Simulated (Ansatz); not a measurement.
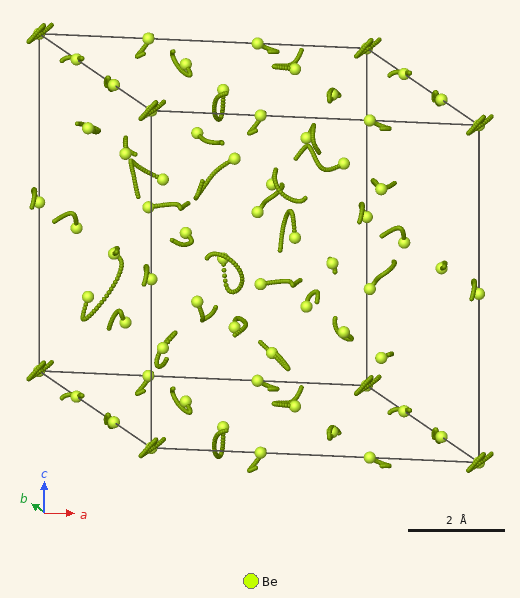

Molecular dynamics of a 36-atom cell of Be, 52 fs long. The cell was cut from the hcp crystal. Dots mark each atom's position at evenly spaced times, in the colour of its element; spheres stand at the starting positions. Seen slightly off an axis in the simulation cell.

Level of theory: DFT PBE, scalar-relativistic, plane waves, PAW in Ansatz 0.2.0. Run with plane-wave cutoff 420 eV; k-point mesh 2 × 2 × 2; Fermi-Dirac smearing 0.24 eV; low-accuracy preset; volume 1.05 times that of the relaxed crystal; constant energy (NVE); velocities drawn for 5600 K; time step 0.75 fs.

The input:
```yaml
accuracy: low
crystal:
  lattice:
    - [6.982643, 0.0, 0.0]
    - [-3.491321, 6.047146, 0.0]
    - [0.0, 0.0, 7.294534]
  atoms:
    - { symbol: Be, position: [0.0, 0.0, 0.0] }
    - { symbol: Be, position: [0.1111111, 0.2222222, 0.25] }
    - { symbol: Be, position: [0.0, 0.0, 0.5] }
    - { symbol: Be, position: [0.1111111, 0.2222222, 0.75] }
    - { symbol: Be, position: [0.0, 0.3333333, 0.0] }
    - { symbol: Be, position: [0.1111111, 0.5555556, 0.25] }
    - { symbol: Be, position: [0.0, 0.3333333, 0.5] }
    - { symbol: Be, position: [0.1111111, 0.5555556, 0.75] }
    - { symbol: Be, position: [0.0, 0.6666667, 0.0] }
    - { symbol: Be, position: [0.1111111, 0.8888889, 0.25] }
    - { symbol: Be, position: [0.0, 0.6666667, 0.5] }
    - { symbol: Be, position: [0.1111111, 0.8888889, 0.75] }
    - { symbol: Be, position: [0.3333333, 0.0, 0.0] }
    - { symbol: Be, position: [0.4444444, 0.2222222, 0.25] }
    - { symbol: Be, position: [0.3333333, 0.0, 0.5] }
    - { symbol: Be, position: [0.4444444, 0.2222222, 0.75] }
    - { symbol: Be, position: [0.3333333, 0.3333333, 0.0] }
    - { symbol: Be, position: [0.4444444, 0.5555556, 0.25] }
    - { symbol: Be, position: [0.3333333, 0.3333333, 0.5] }
    - { symbol: Be, position: [0.4444444, 0.5555556, 0.75] }
    - { symbol: Be, position: [0.3333333, 0.6666667, 0.0] }
    - { symbol: Be, position: [0.4444444, 0.8888889, 0.25] }
    - { symbol: Be, position: [0.3333333, 0.6666667, 0.5] }
    - { symbol: Be, position: [0.4444444, 0.8888889, 0.75] }
    - { symbol: Be, position: [0.6666667, 0.0, 0.0] }
    - { symbol: Be, position: [0.7777778, 0.2222222, 0.25] }
    - { symbol: Be, position: [0.6666667, 0.0, 0.5] }
    - { symbol: Be, position: [0.7777778, 0.2222222, 0.75] }
    - { symbol: Be, position: [0.6666667, 0.3333333, 0.0] }
    - { symbol: Be, position: [0.7777778, 0.5555556, 0.25] }
    - { symbol: Be, position: [0.6666667, 0.3333333, 0.5] }
    - { symbol: Be, position: [0.7777778, 0.5555556, 0.75] }
    - { symbol: Be, position: [0.6666667, 0.6666667, 0.0] }
    - { symbol: Be, position: [0.7777778, 0.8888889, 0.25] }
    - { symbol: Be, position: [0.6666667, 0.6666667, 0.5] }
    - { symbol: Be, position: [0.7777778, 0.8888889, 0.75] }
basis:
  ecutwfc: 420.0
kpoints:
  mp_grid: { grid: [2, 2, 2] }
hamiltonian:
  xc: pbe
scf:
  occupations: { method: fermi_dirac, width: 0.24 }
  lower_state_search: "off"
md:
  timestep: 0.75
  n_steps: 70
  ensemble: nve
  temperature: 5600.0
  initial_velocities: maxwell_boltzmann
  seed: 330558
```

Run as
```bash
ansatz run input.yaml --threads 1 --pin off --max-ram 3072MiB --backend cpu --events-out ev --progress --plain --runs-dir out
```

Question: Describe the motion.

Answer: In the second half of the run the atoms are, in the root-mean-square, this far from where they began (common drift taken out): Be 0.53 Å. The run lasts only 52 fs, too short to tell vibration from diffusion. Over the second half the temperature averages 2561 K (spread ±118 K). The first frame carries almost no forces, so kinetic energy first flows into potential energy: the temperature drops from 5600 to 1580 K within 13.5 fs, and without a thermostat its mean stays below the start. The potential energy in the second half lies on average 382 meV per atom above the first frame. The total energy stays between −0.041 and 0.76 meV per atom of its start. A straight-line fit has a slope that amounts to +0.11 meV per atom over 52 fs (under 0.1 % of the mean kinetic energy), and the ripple about it is 0.1 % of the kinetic energy's fluctuation. With a drift under 2 % and a ripple under 7 %, the integration is accurate.

Limits of the set-up: the k-point mesh is coarse for a cell with partly filled bands; the program's low-accuracy preset was used.

Cost: 9.1 min on 1 thread of Arm Neoverse V1 (shared host), peak memory 0.64 GiB.
